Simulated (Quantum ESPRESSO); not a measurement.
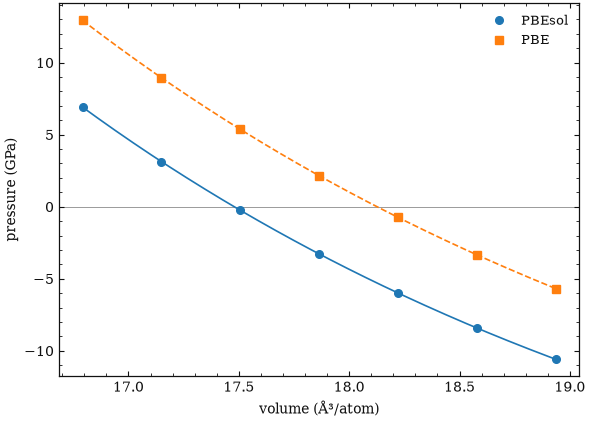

Plotted: pressure against volume, with one curve for each functional, for MoS₂ (space group P6_3/mmc).

How it was computed, with Quantum ESPRESSO 7.5: plane-wave DFT, no spin polarisation; energies at scaled volumes of the given cell, shape and fractions fixed, counted from the fit's minimum, third-order Birch-Murnaghan fit. All runs: no spin polarisation.

- k mesh: 10×10×3
- occupations: Fermi–Dirac
- smearing width: 0.05 eV

Settings that differ: PBEsol: density cutoff 4900 eV, wave cutoff 612 eV, potentials GBRV-1.5-PBEsol; PBE: density cutoff 3810 eV, wave cutoff 952 eV, potentials SG15-PBE-1.2.

### Order the curves by fitted equilibrium volume, smallest first.

PBEsol 17.495, PBE 18.132 Å³/atom.

### Order the curves by fitted bulk modulus, smallest first.

PBE 142.9, PBEsol 157.4 GPa.

### For PBEsol: read off the course of the pressure.

It falls from 6.91 GPa at volume 16.79 Å³/atom to −10.59 GPa at 18.94 Å³/atom, and changes sign near 17.48 Å³/atom.

### For PBE: read off the course of the pressure.

It falls from 12.93 GPa at volume 16.79 Å³/atom to −5.68 GPa at 18.94 Å³/atom, and changes sign near 18.13 Å³/atom.

Caveats: shape and atomic fractions are frozen while scaling, which makes layered, chain and framework solids too stiff.
